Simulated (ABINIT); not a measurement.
# Ta$_{2}$C: optical-spectrum calculation (part 2 of 2)

Continued. System: Ta$_{2}$C (P-3m1, 3 atoms in the cell). Method: Kohn-Sham DFT of a periodic cell, LDA, PseudoDojo NC SR LDA v0.4.1 standard, no spin polarisation (ABINIT 10.8.3); cutoff 843.55 eV, 12×12×8 k-mesh, fermi-dirac of 0.05 eV. The structure derives from an entry of the Crystallography Open Database.

Geometry of the input (Å; fractional positions):
```
3.1059  0.0000  0.0000
-1.5530  2.6898  0.0000
0.0000  0.0000  4.9464
Ta 0.6667  0.3333  0.7480
Ta 0.3333  0.6667  0.2520
C  0.0000  0.0000  0.0000
```

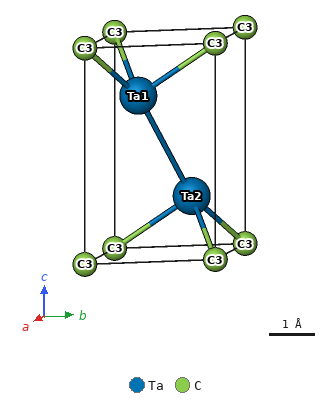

Fig. 1: The structure as given in the input (ball-and-stick view of the cell of the calculation, seen slightly off an axis; atoms are numbered from 1 in the order of the input). An atom can appear more than once, as a periodic image.

**The program's output, continued**
```
 ------------------------------------------------
 Atom  Sphere_radius  Integrated_density
    1        2.00000          9.24589461
    2        2.00000          9.24589461
    3        2.00000          4.13759886
================================================================================

 ----iterations are completed or convergence reached----

 Mean square residual over all n,k,spin=   28.004E-07; max=  10.060E-04
 reduced coordinates (array xred) for    3 atoms
       0.666666666667      0.333333333333      0.747990000000
       0.333333333333      0.666666666667      0.252010000000
       0.000000000000      0.000000000000      0.000000000000
 rms dE/dt=  1.3903E-02; max dE/dt=  2.9493E-02; dE/dt below (all hartree)
    1       0.000000000000      0.000000000000     -0.029492858992
    2       0.000000000000     -0.000000000000      0.029492858992
    3       0.000000000000      0.000000000000      0.000000000000

 cartesian coordinates (angstrom) at end:
    1      1.55294999896185     0.89659609991691     3.69985773347062
    2      0.00000000001764     1.79319219983381     1.24654226314781
    3      0.00000000000000     0.00000000000000     0.00000000000000

 cartesian forces (hartree/bohr) at end:
    1     -0.00000000000000    -0.00000000000000     0.00315521366304
    2     -0.00000000000000     0.00000000000000    -0.00315521366304
    3      0.00000000000000     0.00000000000000    -0.00000000000000
 frms,max,avg= 1.4873820E-03 3.1552137E-03   0.000E+00  0.000E+00  0.000E+00 h/b

 cartesian forces (eV/Angstrom) at end:
    1     -0.00000000000000    -0.00000000000000     0.16224760999327
    2     -0.00000000000000     0.00000000000000    -0.16224760999327
    3      0.00000000000000     0.00000000000000    -0.00000000000000
 frms,max,avg= 7.6484257E-02 1.6224761E-01   0.000E+00  0.000E+00  0.000E+00 e/A
 length scales=  1.000000000000  1.000000000000  1.000000000000 bohr
              =  0.529177210544  0.529177210544  0.529177210544 angstroms
 Fermi (or HOMO) energy (hartree) =   0.48983   Average Vxc (hartree)=  -0.49511
 Eigenvalues (hartree) for nkpt= 124  k points:
 kpt#   1, nband= 19, wtk=  0.00174, kpt=  0.0000  0.0000  0.0625 (reduced coord)
  -2.00278   -2.00035   -0.78832   -0.76346   -0.76346   -0.75945   -0.75945   -0.75680
   0.01862    0.23861    0.35735    0.35735    0.38304    0.48696    0.50626    0.50626
   0.53195    0.53195    0.57823
      occupation numbers for kpt#   1
   2.00000    2.00000    2.00000    2.00000    2.00000    2.00000    2.00000    2.00000
   2.00000    2.00000    2.00000    2.00000    2.00000    1.65328    0.00026    0.00026
   0.00000    0.00000    0.00000
 prteigrs : prtvol=0 or 1, do not print more k-points.

--- !EnergyTerms
iteration_state     : {dtset: 1, }
comment             : Components of total free energy in Hartree
kinetic             :  3.83114426971686E+01
hartree             :  1.58290294856359E+01
xc                  : -3.15404848434552E+01
Ewald energy        : -1.04297572830666E+02
psp_core            :  5.12689368631488E+00
local_psp           : -6.85811756142877E+01
non_local_psp       :  8.72088487046110E+00
internal            : -1.36430982548828E+02
'-kT*entropy'       : -1.98136859837705E-04
total_energy        : -1.36431180685688E+02
total_energy_eV     : -3.71248155363348E+03
band_energy         : -1.26945441036071E+01
...

 Cartesian components of stress tensor (hartree/bohr^3)
  sigma(1 1)=  3.47698430E-04  sigma(3 2)=  0.00000000E+00
  sigma(2 2)=  3.47698431E-04  sigma(3 1)=  0.00000000E+00
  sigma(3 3)=  3.71943574E-04  sigma(2 1)= -1.84267184E-13

-Cartesian components of stress tensor (GPa)         [Pressure= -1.0467E+01 GPa]
- sigma(1 1)=  1.02296410E+01  sigma(3 2)=  0.00000000E+00
- sigma(2 2)=  1.02296410E+01  sigma(3 1)=  0.00000000E+00
- sigma(3 3)=  1.09429577E+01  sigma(2 1)= -5.42132772E-09

================================================================================
== DATASET  2 ==================================================================

--- !DatasetInfo
iteration_state: {dtset: 2, }
dimensions: {natom: 3, nkpt: 124, mband: 25, nsppol: 1, nspinor: 1, nspden: 1, mpw: 2328, }
cutoff_energies: {ecut:  31.0, pawecutdg:  -1.0, }
electrons: {nelect:   3.00000000E+01, charge:   0.00000000E+00, occopt:   3.00000000E+00, tsmear:   1.83747000E-03, }
meta: {optdriver: 0, ionmov: 0, optcell: 0, iscf: -3, paral_kgb: 0, }
...

 mkfilename : getden/=0, take file _DEN from output of DATASET   1.

 Exchange-correlation functional for the present dataset will be:
  LDA: Perdew-Wang 92 LSD fit to Ceperley-Alder data - ixc=7
  J.P.Perdew and Y.Wang, PRB 45, 13244 (1992)

 Real(R)+Recip(G) space primitive vectors, cartesian coordinates (Bohr,Bohr^-1):
 R(1)=  5.8693004  0.0000000  0.0000000  G(1)=  0.1703781  0.0983678  0.0000000
 R(2)= -2.9346502  5.0829632  0.0000000  G(2)=  0.0000000  0.1967356  0.0000000
 R(3)=  0.0000000  0.0000000  9.3473413  G(3)=  0.0000000  0.0000000  0.1069823
 Unit cell volume ucvol=  2.7886333E+02 bohr^3
 Angles (23,13,12)=  9.00000000E+01  9.00000000E+01  1.20000000E+02 degrees

 getcut: wavevector=  0.0000  0.0000  0.0000  ngfft=  30  30  48
         ecut(hartree)=     31.000   => boxcut(ratio)=   2.04085
--------------------------------------------------------------------------------

================================================================================

--- !BeginCycle
iteration_state: {dtset: 2, }
solver: {iscf: -3, nstep: 120, nline: 4, wfoptalg: 0, }
tolerances: {tolwfr: 1.00E-12, }
...

     iter   Etot(hartree)      deltaE(h)  residm     vres2
 Non-SCF case, kpt    1 (  0.00000  0.00000  0.06250), residuals and eigenvalues=
  1.63E-13  5.31E-13  5.70E-13  2.56E-13  2.62E-13  4.48E-13  8.70E-13  1.46E-13
  3.54E-13  1.82E-13  1.41E-13  1.39E-13  3.24E-13  6.04E-13  2.35E-13  1.31E-13
  7.18E-13  5.24E-13  2.56E-13  3.87E-13  4.27E-13  6.52E-13  6.88E-11  8.35E-10
  4.16E-09
 -2.0028E+00 -2.0004E+00 -7.8832E-01 -7.6346E-01 -7.6346E-01 -7.5945E-01
 -7.5945E-01 -7.5680E-01  1.8623E-02  2.3861E-01  3.5735E-01  3.5735E-01
  3.8304E-01  4.8696E-01  5.0626E-01  5.0626E-01  5.3195E-01  5.3195E-01
  5.7823E-01  5.7823E-01  5.9751E-01  7.5945E-01  8.0201E-01  8.0201E-01
  8.8324E-01
 prteigrs : prtvol=0 or 1, do not print more k-points.

--- !ResultsGS
iteration_state: {dtset: 2, }
comment   : Summary of ground state results
lattice_vectors:
- [  5.8693004,   0.0000000,   0.0000000, ]
- [ -2.9346502,   5.0829632,   0.0000000, ]
- [  0.0000000,   0.0000000,   9.3473413, ]
lattice_lengths: [   5.86930,    5.86930,    9.34734, ]
lattice_angles: [ 90.000,  90.000, 120.000, ] # degrees, (23, 13, 12)
lattice_volume:   2.7886333E+02
convergence: {deltae:  0.000E+00, res2:  0.000E+00, residm:  1.000E-12, diffor:  0.000E+00, }
etotal    :  -1.36431181E+02
entropy   :   0.00000000E+00
fermie    :   4.89828509E-01
cartesian_stress_tensor: null
pressure_GPa: null
xred      :
- [  6.6667E-01,   3.3333E-01,   7.4799E-01, Ta]
- [  3.3333E-01,   6.6667E-01,   2.5201E-01, Ta]
- [  0.0000E+00,   0.0000E+00,   0.0000E+00,  C]
cartesian_forces: null
force_length_stats: {min: null, max: null, mean: null, }
...

 Integrated electronic density in atomic spheres:
 ------------------------------------------------
 Atom  Sphere_radius  Integrated_density
    1        2.00000          9.24589457
    2        2.00000          9.24589457
    3        2.00000          4.13759886
================================================================================

 ----iterations are completed or convergence reached----

 Mean square residual over all n,k,spin=   44.926E-14; max=  99.996E-14
 reduced coordinates (array xred) for    3 atoms
       0.666666666667      0.333333333333      0.747990000000
       0.333333333333      0.666666666667      0.252010000000
       0.000000000000      0.000000000000      0.000000000000

 cartesian coordinates (angstrom) at end:
    1      1.55294999896185     0.89659609991691     3.69985773347062
    2      0.00000000001764     1.79319219983381     1.24654226314781
    3      0.00000000000000     0.00000000000000     0.00000000000000
 length scales=  1.000000000000  1.000000000000  1.000000000000 bohr
              =  0.529177210544  0.529177210544  0.529177210544 angstroms
 Eigenvalues (hartree) for nkpt= 124  k points:
 kpt#   1, nband= 25, wtk=  0.00174, kpt=  0.0000  0.0000  0.0625 (reduced coord)
  -2.00278   -2.00035   -0.78832   -0.76346   -0.76346   -0.75945   -0.75945   -0.75680
   0.01862    0.23861    0.35735    0.35735    0.38304    0.48696    0.50626    0.50626
   0.53195    0.53195    0.57823    0.57823    0.59751    0.75945    0.80201    0.80201
   0.88324
      occupation numbers for kpt#   1
   2.00000    2.00000    2.00000    2.00000    2.00000    2.00000    2.00000    2.00000
   2.00000    2.00000    2.00000    2.00000    2.00000    1.65328    0.00026    0.00026
   0.00000    0.00000    0.00000    0.00000    0.00000    0.00000    0.00000    0.00000
   0.00000
 prteigrs : prtvol=0 or 1, do not print more k-points.

--- !EnergyTerms
iteration_state     : {dtset: 2, }
comment             : Components of total free energy in Hartree
kinetic             :  3.83114424775506E+01
hartree             :  1.58290294856359E+01
xc                  : -3.15404848434552E+01
Ewald energy        : -1.04297572830666E+02
psp_core            :  5.12689368631488E+00
local_psp           : -6.85811756142877E+01
non_local_psp       :  8.72088494634641E+00
internal            : -1.36430982692561E+02
'-kT*entropy'       : -1.98136860159875E-04
total_energy        : -1.36431180829421E+02
...

--- !EnergyTermsDC
iteration_state     : {dtset: 2, }
comment             : '"Double-counting" decomposition of free energy'
band_energy         : -1.26945440996994E+01
Ewald energy        : -1.04297572830666E+02
psp_core            :  5.12689368631488E+00
xc_dc               : -2.45657593047836E+01
internal            : -1.36430982548834E+02
'-kT*entropy'       : -1.98136860159875E-04
total_energy_dc     : -1.36431180685694E+02
...

================================================================================
== DATASET  3 ==================================================================

--- !DatasetInfo
iteration_state: {dtset: 3, }
dimensions: {natom: 3, nkpt: 124, mband: 21, nsppol: 1, nspinor: 1, nspden: 1, mpw: 2328, }
cutoff_energies: {ecut:  31.0, pawecutdg:  -1.0, }
electrons: {nelect:   3.00000000E+01, charge:   0.00000000E+00, occopt:   3.00000000E+00, tsmear:   1.83747000E-03, }
meta: {optdriver: 8, wfk_task: 7, }
...

 mkfilename : getwfk/=0, take file _WFK from output of DATASET   2.

 Exchange-correlation functional for the present dataset will be:
  LDA: Perdew-Wang 92 LSD fit to Ceperley-Alder data - ixc=7
  J.P.Perdew and Y.Wang, PRB 45, 13244 (1992)

--------------------------------------------------------------------------------

 Computation of velocity matrix elements (DDK)

 Parameters extracted from the Abinit header:
    ecut:     31.0
    nkpt:    1152
    mband:   25
    nsppol:  1
    nspinor: 1
    useylm:  0
    inclvkb: 2
    bmin: 1, bmax: 25
    Computing diagonal and off-diagonal matrix elements
    Between band index bmin: 1, bmax: 25

== END DATASET(S) ==============================================================
================================================================================

 -outvars: echo values of variables after computation  --------
            acell      1.0000000000E+00  1.0000000000E+00  1.0000000000E+00 Bohr
           etotal1    -1.3643118069E+02
           etotal2    -1.3643118069E+02
           etotal3     0.0000000000E+00
            fcart1    -1.0704578838E-28 -1.5009279293E-28  3.1552136630E-03
                      -1.5292255483E-29  1.1477684166E-28 -3.1552136630E-03
                       1.2233804386E-28  3.5315951278E-29 -0.0000000000E+00
            fcart3     0.0000000000E+00  0.0000000000E+00  0.0000000000E+00
                       0.0000000000E+00  0.0000000000E+00  0.0000000000E+00
                       0.0000000000E+00  0.0000000000E+00  0.0000000000E+00
            rprim      5.8693003705E+00  0.0000000000E+00  0.0000000000E+00
                      -2.9346501852E+00  5.0829632232E+00  0.0000000000E+00
                       0.0000000000E+00  0.0000000000E+00  9.3473413028E+00
           strten1     3.4769843021E-04  3.4769843091E-04  3.7194357355E-04
                       0.0000000000E+00  0.0000000000E+00 -1.8426718377E-13
           strten3     0.0000000000E+00  0.0000000000E+00  0.0000000000E+00
                       0.0000000000E+00  0.0000000000E+00  0.0000000000E+00
           xangst      1.5529499990E+00  8.9659609992E-01  3.6998577335E+00
                       1.7639066839E-11  1.7931921998E+00  1.2465422631E+00
                       0.0000000000E+00  0.0000000000E+00  0.0000000000E+00
             xred      6.6666666667E-01  3.3333333333E-01  7.4799000000E-01
                       3.3333333333E-01  6.6666666667E-01  2.5201000000E-01
                       0.0000000000E+00  0.0000000000E+00  0.0000000000E+00
 Calculation completed.
```

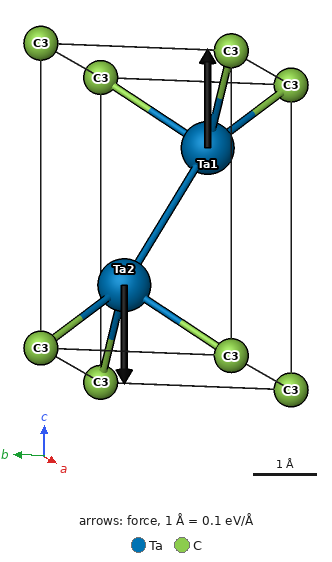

Fig. 2: Forces on the atoms as black arrows (ball-and-stick view of the cell of the calculation, seen at an oblique angle; atoms are numbered from 1 in the order of the input). The largest act on Ta1, Ta2 (0.16 eV/Å). The geometry is not a stationary point of this energy.

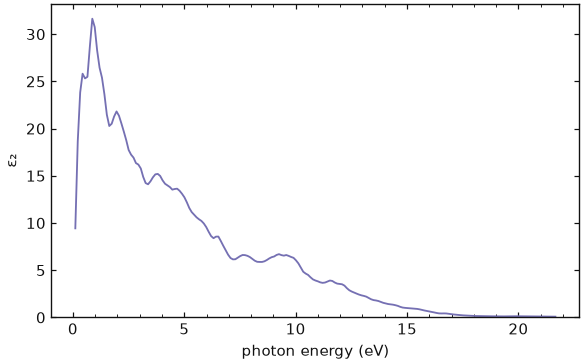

Fig. 3: Imaginary part of the dielectric function (first component that the program prints). The highest peak, 31.6, lies at 0.87 eV.

**Results in brief**

- outcome: converged
- space group (tolerance 0.01 Å): P-3m1 (164)
- electrons treated: 30
- free energy: −3712.4816 eV
- Fermi energy: 13.329 eV
- pressure: −10.47 GPa
- largest force (length of the vector): 0.162 eV/Å
- wall time: 9 min
- peak memory: 1.2 GiB

Points of doubt noted for this run: cutoff too low for stress; no intraband term. Spin–orbit coupling is left out, which matters for Ta. The cell is under a tension of 10.5 GPa at this level, so it is not at its equilibrium volume.
